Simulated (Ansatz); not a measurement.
**Run report: SrTiO₃, geometry relaxation (part 1 of 2)**

System: SrTiO₃ (Pm-3m, 5 atoms in the cell).
Method: DFT PBE, scalar-relativistic, plane waves, PAW, no spin polarisation (Ansatz 0.2.0).

The structure derives from a Materials Project entry. Figures and captions count atoms from 1; the log counts them from 0 in places.

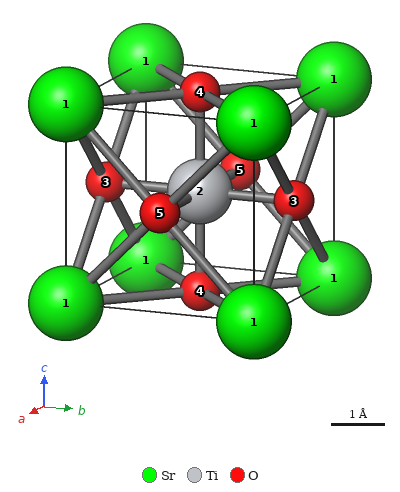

Fig. 1: The input geometry (ball-and-stick view of the cell of the calculation, seen slightly off an axis; atoms are numbered from 1 in the order of the input).

## Results in brief

```json
{"quantity": "outcome", "value": "converged"}
{"quantity": "space group (tolerance 0.01 Å)", "value": "Pm-3m (221)"}
{"quantity": "electrons treated", "value": "40"}
{"quantity": "free energy", "value": "−7754.4870 eV"}
{"quantity": "Fermi energy", "value": "10.580 eV"}
{"quantity": "gap on the k-point mesh", "value": "1.84 eV"}
{"quantity": "pressure", "value": "0.01 GPa"}
{"quantity": "final volume", "value": "61.00 Å³"}
{"quantity": "largest force (length of the vector) at the end", "value": "under 0.001 eV/Å"}
{"quantity": "final cell", "value": "a = 3.936 Å, b = 3.936 Å, c = 3.936 Å, α = 90.00°, β = 90.00°, γ = 90.00°"}
{"quantity": "hardware", "value": "8 threads of Arm Neoverse N1, 24 GiB of memory available, shared host"}
{"quantity": "wall time", "value": "4.4 s (CPU time 27 s)"}
{"quantity": "peak memory", "value": "0.41 GiB"}
```

## Input
```yaml
crystal:
  lattice:
    - [3.91270131, 0.0, 0.0]
    - [0.0, 3.91270131, 0.0]
    - [0.0, 0.0, 3.91270131]
  atoms:
    - { symbol: Sr, position: [0.0, 0.0, 0.0] }
    - { symbol: Ti, position: [0.5, 0.5, 0.5] }
    - { symbol: O, position: [0.5, 0.0, 0.5] }
    - { symbol: O, position: [0.5, 0.5, 0.0] }
    - { symbol: O, position: [0.0, 0.5, 0.5] }
basis:
  ecutwfc: 420
kpoints:
  mp_grid: { grid: [6, 6, 6] }
hamiltonian:
  xc: pbe
scf:
  occupations: { method: gaussian, width: 0.02 }
output:
  forces: true
  stress: true
  eigenvalues: true
  write_density: true
  write_potential: true
  elf: true
  volumetric_format: npy
relax:
  adjacent_minimum: "off"
  f_tol: 0.005
  max_steps: 80
  cell: { stress_tol: 0.05 }
```

Launch command:
```bash
ansatz run input.yaml --threads 8 --pin off --max-ram 16384MiB --backend cpu --events-out ev --progress --plain --runs-dir out
```

## What the program printed
```
Engine: ansatz 0.2.0, aarch64-unknown-linux-gnu
Pseudopotentials: kind: paw
Pseudopotential: Sr, paw, valence charge 10, recommended cutoff 420 eV (normal), Sr.paw.azcp
Pseudopotential: Ti, paw, valence charge 12, recommended cutoff 420 eV (normal), Ti.paw.azcp
Pseudopotential: O, paw, valence charge 6, recommended cutoff 420 eV (normal), O.paw.azcp
Functional definition: PBE
  parameter kappa = 0.804
  parameter beta = 0.06672455060314922
  exchange = pbe_x(kappa = kappa, mu = beta*pi^2/3)
  correlation = pbe_c(beta = beta)
Crystal: 5 atoms, lattice volume = 59.900 Å³
Basis set: ecut = 420 eV, 1189 PW (Γ), exchange–correlation on 54×54×54 points (8 copies of the dense FFT grid, shifted against one another)
Bands: 25, of which v1, the nominal top of the filled ones, is band 20 counted from 1 (19 counted from 0)
Symmetry: 48 space group operations
Space group: Pm-3m (ITA 221), of the structure as read, at distance tolerance 3.9e-5 Å
k-points: 20 of 216
Non-local potential: Sr, projectors of the file, l = 0: 3, l = 1: 2, l = 2: 2
Non-local potential: Ti, projectors of the file, l = 0: 3, l = 1: 2, l = 2: 3, l = 3: 1
Non-local potential: O, projectors of the file, l = 0: 2, l = 1: 2, l = 2: 1
PAW form: soft (Blöchl's): semilocal exchange-correlation on the pseudo side does not see the compensation charge
PAW one-centre angular grid: Sr, 110 points (default); XC on 64 Gauss nodes
PAW one-centre angular grid: Ti, 590 points (default); XC on 64 Gauss nodes
PAW one-centre angular grid: O, 110 points (default); XC on 64 Gauss nodes
Initial density: superposition of atomic densities (neutral atoms: chi_scale 0, normalization atom), corrected by the library's trained network
Initial wavefunctions: pseudopotential atomic-orbital guess
Functional: x = pbe(κ = 0.804, μ = 0.2195149727645171), c = pbe(β = 0.06672455060314922)
SCF iter   1: F=—  HF=-7754.473884 eV  |F-HF|=—  |Δ(HF+E_count)|=         —  Δρ=1.97e-3  dr2=1.32e-3  ethr=1.77e-3  ⟨swp⟩=7.5  Hψ=2666  notcnv=0
preconditioner: auto → Resta (q_TF=auto, 2.551 Å⁻¹)  ε∞=5.6  [insulator: Δε(μ)=1.857 eV  Ē_g=12.212 eV  σ=0.020 eV  W_gap=1.00  n_scr=18 (ndim 8)  ℏωp=26.3 eV  f_vac=0.000  D(μ)=0.00/eV (n_scr^D=0)  ε∞_Penn≈5.6]
SCF iter   2: F=—  HF=-7754.476244 eV  |F-HF|=—  |Δ(HF+E_count)|=   2.36e-3  Δρ=9.18e-4  dr2=2.16e-4  ethr=3.29e-6  ⟨swp⟩=3.4  Hψ=1124  notcnv=0  defer=9
SCF iter   3: F=—  HF=-7754.476365 eV  |F-HF|=—  |Δ(HF+E_count)|=   1.21e-4  Δρ=2.31e-4  dr2=1.95e-5  ethr=5.41e-7  ⟨swp⟩=2.5  Hψ=714  notcnv=0  defer=11
SCF iter   4: F=—  HF=-7754.475755 eV  |F-HF|=—  |Δ(HF+E_count)|=   6.10e-4  Δρ=6.46e-5  dr2=2.98e-6  ethr=4.87e-8  ⟨swp⟩=2.0  Hψ=874  notcnv=0  defer=10
SCF iter   5: F=—  HF=-7754.475754 eV  |F-HF|=—  |Δ(HF+E_count)|=   2.07e-7  Δρ=2.32e-5  dr2=4.55e-7  ethr=7.46e-9  ⟨swp⟩=1.9  Hψ=512  notcnv=0  defer=10
SCF iter   6: F=-7754.475754 eV  HF=-7754.475754 eV  |F-HF|=2.94e-8  |Δ(HF+E_count)|=   4.51e-8  Δρ=5.26e-6  dr2=3.81e-8  ethr=2.50e-10  ⟨swp⟩=13.2  Hψ=3790  notcnv=0
SCF 1 converged in 6 iterations: F = -7754.475754 eV  dr2 = 3.81e-8
  greatest PAW one-centre occupation: 0.999 electrons in one spin orbital (limit 2), on the Ti atom at site 1 (counted from 0), in its partial waves of l = 0
relax step   1: F+E_penalty+E_count = -7754.47575427 eV  Δ(F+E_penalty+E_count) = +0.000e0 eV  max|allowed force component| = 1.672e-29 eV/Å  Δτ_max = 0.0000 Å  P = +3.221 GPa  Ω = 59.900 Å³  (6 SCF iters, dr2 threshold 1.00e-7 eV, accepted)
Crystal: 5 atoms, lattice volume = 60.876 Å³
Basis set: ecut = 420 eV, 1213 PW (Γ), exchange–correlation on 54×54×54 points (8 copies of the dense FFT grid, shifted against one another)
Initial density: handed on by an earlier stage of this run
Initial wavefunctions: those handed on with the density
iter 1 solved again at ethr=4.67e-6 eV; its pass at ethr=3.10e-3 eV (dr2=1.87e-3 eV) is discarded
SCF iter   1: F=—  HF=-7754.483636 eV  |F-HF|=—  |Δ(HF+E_count)|=         —  Δρ=2.09e-3  dr2=2.00e-3  ethr=4.67e-6  ⟨swp⟩=2.0  Hψ=2729  notcnv=0
preconditioner: auto → Resta (q_TF=auto, 2.544 Å⁻¹)  ε∞=5.6  [insulator: Δε(μ)=1.824 eV  Ē_g=12.105 eV  σ=0.020 eV  W_gap=1.00  n_scr=18 (ndim 8)  ℏωp=26.1 eV  f_vac=0.000  D(μ)=0.00/eV (n_scr^D=0)  ε∞_Penn≈5.6]
SCF iter   2: F=—  HF=-7754.483266 eV  |F-HF|=—  |Δ(HF+E_count)|=   3.70e-4  Δρ=6.69e-4  dr2=2.21e-4  ethr=4.67e-6  ⟨swp⟩=2.0  Hψ=785  notcnv=0
SCF iter   3: F=—  HF=-7754.482633 eV  |F-HF|=—  |Δ(HF+E_count)|=   6.33e-4  Δρ=2.43e-4  dr2=3.13e-5  ethr=5.53e-7  ⟨swp⟩=2.1  Hψ=757  notcnv=0
iter 4 did not close the SCF: its close was put off for the readings that it lacked (scf_convergence_deferred on its scf_iter line)
SCF iter   4: F=-7754.482641 eV  HF=-7754.482641 eV  |F-HF|=4.46e-7  |Δ(HF+E_count)|=   7.93e-6  Δρ=4.10e-5  dr2=4.34e-7  ethr=7.83e-8  ⟨swp⟩=3.0  Hψ=972  notcnv=0
iter 5 did not close the SCF: its close was put off for the readings that it lacked (scf_convergence_deferred on its scf_iter line)
SCF iter   5: F=-7754.482641 eV  HF=-7754.482641 eV  |F-HF|=3.94e-8  |Δ(HF+E_count)|=   5.17e-7  Δρ=7.90e-6  dr2=3.31e-8  ethr=1.09e-9  ⟨swp⟩=2.0  Hψ=759  notcnv=0
SCF iter   6: F=-7754.482641 eV  HF=-7754.482641 eV  |F-HF|=2.32e-9  |Δ(HF+E_count)|=   4.73e-8  Δρ=1.77e-6  dr2=2.30e-9  ethr=8.28e-11  ⟨swp⟩=6.6  Hψ=3178  notcnv=0
SCF 2 converged in 6 iterations: F = -7754.482641 eV  dr2 = 2.30e-9
relax step   2: F+E_penalty+E_count = -7754.48264131 eV  Δ(F+E_penalty+E_count) = -6.887e-3 eV  max|allowed force component| = 5.345e-30 eV/Å  Δτ_max = 0.0000 Å  P = +0.233 GPa  Ω = 60.876 Å³  energy of the carried Pulay correction = -3.511e-3 eV  (6 SCF iters, dr2 threshold 5.00e-7 eV, accepted)
Crystal: 5 atoms, lattice volume = 60.954 Å³
iter 1 solved again at ethr=2.95e-8 eV; its pass at ethr=3.10e-3 eV (dr2=1.18e-5 eV) is discarded
SCF iter   1: F=—  HF=-7754.483059 eV  |F-HF|=—  |Δ(HF+E_count)|=         —  Δρ=1.49e-4  dr2=9.73e-6  ethr=2.95e-8  ⟨swp⟩=2.0  Hψ=2594  notcnv=0
preconditioner: auto → Resta (q_TF=auto, 2.543 Å⁻¹)  ε∞=5.6  [insulator: Δε(μ)=1.839 eV  Ē_g=12.104 eV  σ=0.020 eV  W_gap=1.00  n_scr=18 (ndim 8)  ℏωp=26.1 eV  f_vac=0.000  D(μ)=0.00/eV (n_scr^D=0)  ε∞_Penn≈5.6]
SCF iter   2: F=—  HF=-7754.482423 eV  |F-HF|=—  |Δ(HF+E_count)|=   6.36e-4  Δρ=6.28e-5  dr2=1.93e-6  ethr=2.43e-8  ⟨swp⟩=2.0  Hψ=900  notcnv=0
SCF iter   3: F=—  HF=-7754.482422 eV  |F-HF|=—  |Δ(HF+E_count)|=   1.02e-7  Δρ=1.67e-5  dr2=1.44e-7  ethr=4.83e-9  ⟨swp⟩=2.6  Hψ=772  notcnv=0
iter 4 did not close the SCF: its close was put off for the readings that it lacked (scf_convergence_deferred on its scf_iter line)
SCF iter   4: F=-7754.482423 eV  HF=-7754.482423 eV  |F-HF|=2.04e-9  |Δ(HF+E_count)|=   4.47e-8  Δρ=5.27e-6  dr2=1.67e-8  ethr=3.60e-10  ⟨swp⟩=2.4  Hψ=760  notcnv=0
iter 5 did not close the SCF: its close was put off for the readings that it lacked (scf_convergence_deferred on its scf_iter line)
SCF iter   5: F=-7754.482423 eV  HF=-7754.482423 eV  |F-HF|=1.64e-11  |Δ(HF+E_count)|=   8.69e-9  Δρ=1.40e-6  dr2=7.38e-10  ethr=4.17e-11  ⟨swp⟩=2.0  Hψ=795  notcnv=0
SCF iter   6: F=-7754.482423 eV  HF=-7754.482423 eV  |F-HF|=1.82e-12  |Δ(HF+E_count)|=  3.04e-10  Δρ=3.36e-7  dr2=6.99e-11  ethr=1.85e-12  ⟨swp⟩=5.2  Hψ=2701  notcnv=0
SCF 3 converged in 6 iterations: F = -7754.482423 eV  dr2 = 6.99e-11
relax step   3: F+E_penalty+E_count = -7754.48242255 eV  Δ(F+E_penalty+E_count) = +2.188e-4 eV  max|allowed force component| = 6.027e-30 eV/Å  Δτ_max = 0.0000 Å  P = +0.006 GPa  Ω = 60.954 Å³  energy of the carried Pulay correction = -3.787e-3 eV  (6 SCF iters, dr2 threshold 1.36e-7 eV, accepted)
Initial wavefunctions: pseudopotential atomic-orbital guess (no wavefunctions were taken with the density)
iter 1 solved again at ethr=3.69e-7 eV; its pass at ethr=3.10e-3 eV (dr2=1.47e-4 eV) is discarded
SCF iter   1: F=—  HF=-7754.487077 eV  |F-HF|=—  |Δ(HF+E_count)|=         —  Δρ=2.93e-4  dr2=3.84e-6  ethr=3.69e-7  ⟨swp⟩=3.8  Hψ=4038  notcnv=0
preconditioner: auto → Resta (q_TF=auto, 2.543 Å⁻¹)  ε∞=5.6  [insulator: Δε(μ)=1.842 eV  Ē_g=12.105 eV  σ=0.020 eV  W_gap=1.00  n_scr=18 (ndim 8)  ℏωp=26.1 eV  f_vac=0.000  D(μ)=0.00/eV (n_scr^D=0)  ε∞_Penn≈5.6]
SCF iter   2: F=—  HF=-7754.486687 eV  |F-HF|=—  |Δ(HF+E_count)|=   3.90e-4  Δρ=1.43e-4  dr2=6.74e-7  ethr=9.61e-9  ⟨swp⟩=2.2  Hψ=906  notcnv=0
SCF iter   3: F=—  HF=-7754.486774 eV  |F-HF|=—  |Δ(HF+E_count)|=   8.71e-5  Δρ=4.16e-5  dr2=7.23e-8  ethr=1.68e-9  ⟨swp⟩=2.8  Hψ=829  notcnv=0
SCF iter   4: F=—  HF=-7754.486782 eV  |F-HF|=—  |Δ(HF+E_count)|=   7.32e-6  Δρ=1.50e-6  dr2=8.34e-10  ethr=1.81e-10  ⟨swp⟩=2.0  Hψ=800  notcnv=0
SCF iter   5: F=—  HF=-7754.486782 eV  |F-HF|=—  |Δ(HF+E_count)|=   4.99e-9  Δρ=4.40e-7  dr2=1.38e-10  ethr=2.08e-12  ⟨swp⟩=2.5  Hψ=814  notcnv=0
SCF iter   6: F=-7754.486782 eV  HF=-7754.486782 eV  |F-HF|=5.46e-12  |Δ(HF+E_count)|=  1.64e-11  Δρ=1.01e-7  dr2=4.98e-12  ethr=1.00e-12  ⟨swp⟩=6.0  Hψ=2333  notcnv=0
SCF 4 converged in 6 iterations: F = -7754.486782 eV  dr2 = 4.98e-12
relax step   4: F+E_penalty+E_count = -7754.48678168 eV  Δ(F+E_penalty+E_count) = -4.359e-3 eV  max|allowed force component| = 1.232e-29 eV/Å  Δτ_max = 0.0000 Å  P = +0.127 GPa  Ω = 60.954 Å³  stress off target by 1.27e-1 GPa  SCF on the basis re-selected at this cell (its energy is not comparable with the rows above)  (6 SCF iters)
basis re-selected at this cell: Δ(F+E_penalty+E_count) = -4.359e-3 eV, ΔP = +0.122 GPa vs the last step (what re-selecting the basis moved, of the pressure what is left beyond the Pulay correction that the steps carried, after the strain that the cell walked since its last selection, with what the two solves' SCF thresholds leave and, on support functions, any second-order correction that the steps lacked; it is no measure of the basis error at this ecutwfc). This SCF's stress stands 1.27e-1 GPa from its target on what of the cell is left free (relax.cell.stress_tol is 5.00e-2 GPa) and its largest allowed force component is 1.23e-29 eV/Å (relax.f_tol is 5.00e-3 eV/Å): not within both, so this SCF does not close the relaxation
Crystal: 5 atoms, lattice volume = 60.997 Å³
iter 1 solved again at ethr=8.16e-9 eV; its pass at ethr=3.10e-3 eV (dr2=3.26e-6 eV) is discarded
SCF iter   1: F=—  HF=-7754.487289 eV  |F-HF|=—  |Δ(HF+E_count)|=         —  Δρ=7.92e-5  dr2=2.59e-6  ethr=8.16e-9  ⟨swp⟩=2.0  Hψ=2594  notcnv=0
preconditioner: auto → Resta (q_TF=auto, 2.543 Å⁻¹)  ε∞=5.6  [insulator: Δε(μ)=1.840 eV  Ē_g=12.099 eV  σ=0.020 eV  W_gap=1.00  n_scr=18 (ndim 8)  ℏωp=26.0 eV  f_vac=0.000  D(μ)=0.00/eV (n_scr^D=0)  ε∞_Penn≈5.6]
SCF iter   2: F=—  HF=-7754.486645 eV  |F-HF|=—  |Δ(HF+E_count)|=   6.44e-4  Δρ=3.99e-5  dr2=7.70e-7  ethr=6.48e-9  ⟨swp⟩=2.2  Hψ=905  notcnv=0
SCF iter   3: F=—  HF=-7754.486645 eV  |F-HF|=—  |Δ(HF+E_count)|=   5.85e-8  Δρ=1.01e-5  dr2=5.06e-8  ethr=1.93e-9  ⟨swp⟩=2.3  Hψ=719  notcnv=0
iter 4 did not close the SCF: its close was put off for the readings that it lacked (scf_convergence_deferred on its scf_iter line)
SCF iter   4: F=-7754.486645 eV  HF=-7754.486645 eV  |F-HF|=3.38e-9  |Δ(HF+E_count)|=   9.09e-9  Δρ=4.60e-6  dr2=1.31e-8  ethr=1.26e-10  ⟨swp⟩=2.0  Hψ=675  notcnv=0
iter 5 did not close the SCF: its close was put off for the readings that it lacked (scf_convergence_deferred on its scf_iter line)
SCF iter   5: F=-7754.486645 eV  HF=-7754.486645 eV  |F-HF|=6.09e-11  |Δ(HF+E_count)|=   2.80e-9  Δρ=1.05e-6  dr2=3.19e-10  ethr=3.27e-11  ⟨swp⟩=2.1  Hψ=802  notcnv=0
SCF iter   6: F=-7754.486645 eV  HF=-7754.486645 eV  |F-HF|=1.82e-12  |Δ(HF+E_count)|=  1.75e-10  Δρ=2.50e-7  dr2=3.25e-11  ethr=1.00e-12  ⟨swp⟩=5.0  Hψ=2652  notcnv=0
SCF 5 converged in 6 iterations: F = -7754.486645 eV  dr2 = 3.25e-11
relax step   5: F+E_penalty+E_count = -7754.48664542 eV  Δ(F+E_penalty+E_count) = +1.363e-4 eV  max|allowed force component| = 3.881e-29 eV/Å  Δτ_max = 0.0000 Å  P = +0.004 GPa  Ω = 60.997 Å³  energy of the carried Pulay correction = -1.540e-4 eV  (6 SCF iters, accepted)
iter 1 solved again at ethr=3.59e-7 eV; its pass at ethr=3.10e-3 eV (dr2=1.43e-4 eV) is discarded
SCF iter   1: F=—  HF=-7754.487684 eV  |F-HF|=—  |Δ(HF+E_count)|=         —  Δρ=3.77e-5  dr2=3.40e-7  ethr=3.59e-7  ⟨swp⟩=3.8  Hψ=4040  notcnv=0
preconditioner: auto → Resta (q_TF=auto, 2.543 Å⁻¹)  ε∞=5.6  [insulator: Δε(μ)=1.841 eV  Ē_g=12.100 eV  σ=0.020 eV  W_gap=1.00  n_scr=18 (ndim 8)  ℏωp=26.0 eV  f_vac=0.000  D(μ)=0.00/eV (n_scr^D=0)  ε∞_Penn≈5.6]
SCF iter   2: F=—  HF=-7754.487046 eV  |F-HF|=—  |Δ(HF+E_count)|=   6.37e-4  Δρ=1.58e-5  dr2=4.88e-8  ethr=8.49e-10  ⟨swp⟩=3.0  Hψ=1025  notcnv=0
SCF iter   3: F=—  HF=-7754.487047 eV  |F-HF|=—  |Δ(HF+E_count)|=   2.12e-7  Δρ=1.07e-5  dr2=2.26e-8  ethr=1.22e-10  ⟨swp⟩=1.1  Hψ=501  notcnv=0
SCF iter   4: F=—  HF=-7754.487047 eV  |F-HF|=—  |Δ(HF+E_count)|=   1.78e-7  Δρ=6.02e-7  dr2=1.49e-10  ethr=5.65e-11  ⟨swp⟩=2.0  Hψ=776  notcnv=0
SCF iter   5: F=—  HF=-7754.487047 eV  |F-HF|=—  |Δ(HF+E_count)|=  3.37e-11  Δρ=3.13e-7  dr2=5.26e-11  ethr=1.00e-12  ⟨swp⟩=1.4  Hψ=551  notcnv=0
SCF iter   6: F=-7754.487047 eV  HF=-7754.487047 eV  |F-HF|=5.46e-12  |Δ(HF+E_count)|=  2.91e-11  Δρ=1.25e-7  dr2=6.19e-12  ethr=1.00e-12  ⟨swp⟩=6.0  Hψ=2253  notcnv=0
SCF 6 converged in 6 iterations: F = -7754.487047 eV  dr2 = 6.19e-12
relax step   6: F+E_penalty+E_count = -7754.48704685 eV  Δ(F+E_penalty+E_count) = -4.014e-4 eV  max|allowed force component| = 3.692e-29 eV/Å  Δτ_max = 0.0000 Å  P = +0.006 GPa  Ω = 60.997 Å³  stress off target by 5.59e-3 GPa  SCF on the basis re-selected at this cell (its energy is not comparable with the rows above)  (6 SCF iters)
```

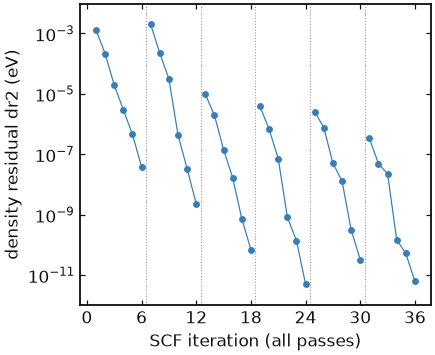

Fig. 2: Convergence of the self-consistent field: density residual dr2 against the SCF iteration. The dotted lines part the SCF passes of the relaxation: geometry steps, rejected trials and re-solves on a re-selected basis. The 6 passes take 6 iterations each, 36 in all.
